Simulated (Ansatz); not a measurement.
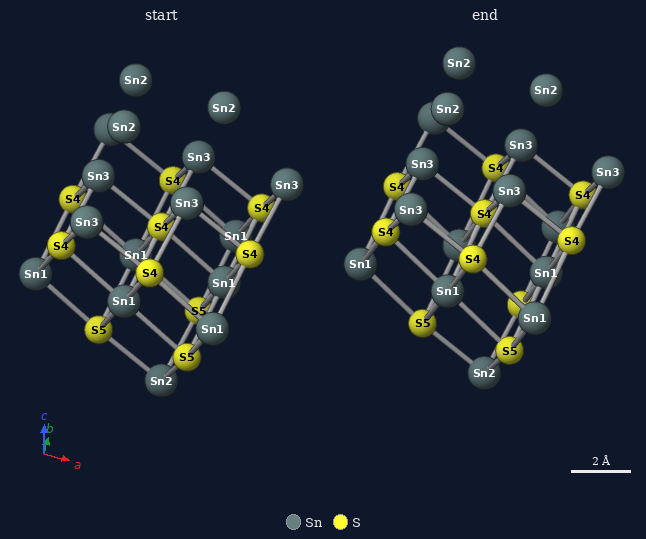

The structure of a crystal of Sn3S2 (built on the tetradymite_166 type) before (left) and after (right) a relaxation, at one scale.

Style: ball-and-stick. Shown: the atoms within 5.8 Å of the atom that moves most (axes of the conventional cell (3 times the calculation's cell)), from a free direction. Lengths and directions refer to the drawn axes.

Case: anti-tetradymite type (R-3m, No. 166).

These are results of DFT PBE, scalar-relativistic, plane waves, PAW in Ansatz, not measurements. Set-up: plane-wave cutoff 420 eV; k-point mesh 12 × 12 × 12; occupations gaussian; smearing width 0.1 eV; no spin polarisation; cell and atoms relaxed; force threshold 0.01 eV/Å; at most 80 steps.

### Summarise the run.

The largest moves relative to the cell, 0.058 Å, are those of S4 and S5. S4 goes along +c. Largest moves by element: S 0.058 Å, Sn 0.051 Å. Cell: a = b 3.733 → 3.676 Å (−1.5 %), c 31.146 → 32.253 Å (+3.6 %). Volume +0.4 %. Near-neighbour distances that change, for instance: Sn1–S4 2.935 → 3.001 Å, Sn2–S5 2.812 → 2.759 Å. Bond angles that change, for instance: S4–Sn1–S4 79.0° → 75.5°, S4–Sn1–S5 101.0° → 104.5°, Sn1–S5–Sn1 79.0° → 75.5°. The space group stays R-3m (No. 166). After 4 accepted moves (7 points after the start) the energy has fallen by 5.3 meV per cell of the calculation. Largest force component: 0.01 eV/Å at the start, 0.0026 eV/Å at the end. Pressure: 0.00 GPa at the start and 0.01 GPa at the end. The line search rejected the trial steps at points 2, 4 of the run. The SCF was repeated once at an unchanged geometry on a basis and grid sized afresh for the cell, which shifted the energy by 0.2 meV per cell of the calculation at most. The run took 7.6 min on 1 thread of Arm Neoverse V1, on a shared host, peak memory 0.79 GiB.
